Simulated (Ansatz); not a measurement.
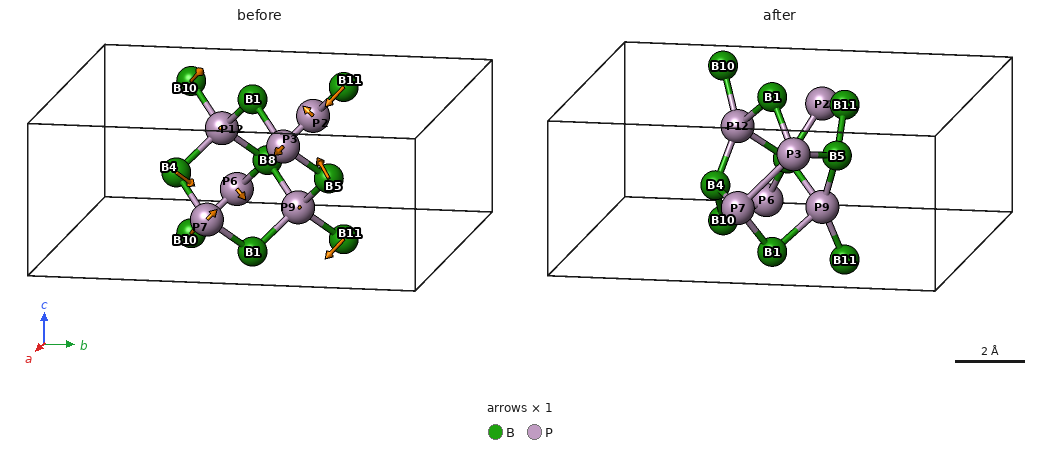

The structure of a wire of composition BP before (left) and after (right) a relaxation, at one scale. The orange arrows give the displacements (the part carried along by the change of the cell is left out), at their true length.

A ball-and-stick model of the cell of the calculation, with the vacuum cut short, seen slightly off an axis.

Case: wire along [0 0 1], 12 atoms a period.

All numbers below come from DFT PBE, scalar-relativistic, plane waves, PAW (Ansatz 0.2.0).

The input:
```yaml
crystal:
  lattice:
    - [13.5, 0.0, 0.0]
    - [0.0, 13.8, 0.0]
    - [0.0, 0.0, 4.5483038457]
  atoms:
    - { symbol: B, position: [0.584227849, 0.5, 0.0], spin: 0.3 }
    - { symbol: P, position: [0.331544302, 0.5823968088, 0.75], spin: 0.3 }
    - { symbol: P, position: [0.668455698, 0.5823968088, 0.75], spin: 0.3 }
    - { symbol: B, position: [0.584227849, 0.3352063824, 0.5], spin: 0.3 }
    - { symbol: B, position: [0.584227849, 0.6647936176, 0.5], spin: 0.3 }
    - { symbol: P, position: [0.331544302, 0.4176031912, 0.25], spin: 0.3 }
    - { symbol: P, position: [0.668455698, 0.4176031912, 0.25], spin: 0.3 }
    - { symbol: B, position: [0.415772151, 0.5, 0.5], spin: 0.3 }
    - { symbol: P, position: [0.5, 0.5823968088, 0.25], spin: 0.3 }
    - { symbol: B, position: [0.415772151, 0.3352063824, 0.0], spin: 0.3 }
    - { symbol: B, position: [0.415772151, 0.6647936176, 0.0], spin: 0.3 }
    - { symbol: P, position: [0.5, 0.4176031912, 0.75], spin: 0.3 }
basis:
  ecutwfc: 420
kpoints:
  mp_grid: { grid: [1, 1, 7] }
hamiltonian:
  xc: pbe
scf:
  occupations: { method: gaussian, width: 0.05 }
output:
  forces: true
  stress: true
  eigenvalues: true
  populations: true
  write_density: true
  write_potential: true
  elf: true
  volumetric_format: npy
magnetization:
  spin_polarized: true
relax:
  adjacent_minimum: "off"
  f_tol: 0.02
  max_steps: 45
  cell: { fix: [a, b, alpha, beta, gamma], stress_tol: 0.03 }
```

Launched with:
```bash
ansatz run input.yaml --threads 4 --pin off --max-ram 11264MiB --backend cpu --events-out ev --progress --plain --runs-dir out
```

Question: Describe what moved and what it gained.

Answer: The largest moves relative to the centre of the atoms, 0.89 Å, are those of B4, B5, B10 and B11. Largest moves by element: B 0.89 Å, P 0.45 Å. Along the periodic axis the drawn cell goes c 4.548 → 4.625 Å (+1.7 %). Among the contacts that change: B4–B10 3.216 → 1.737 Å, P2–P6 3.216 → 2.359 Å, B10–P12 1.969 → 1.852 Å, B1–P12 1.969 → 2.082 Å. Bond angles that change, for instance: B4–P12–B10 109.5° → 145.6°, B1–P12–B10 109.5° → 81.8°, B1–P3–B5 109.5° → 85.5°. After 11 accepted moves (14 points after the start) the energy has fallen by 7.775 eV per cell of the calculation. The largest force component goes from 3.1 to 0.01 eV/Å. The line search rejected the trial steps at points 7, 11 of the run. At 1 point the geometry stayed and the basis and grid were re-selected for the new cell (energy shift of 2.2 meV per cell of the calculation at most each time). The program noted that the starting moments weren't kept. The run took 75 s on 4 threads of AMD EPYC 9R45 96-Core Processor (Zen 5), with other jobs on the host, peak memory 1.3 GiB.
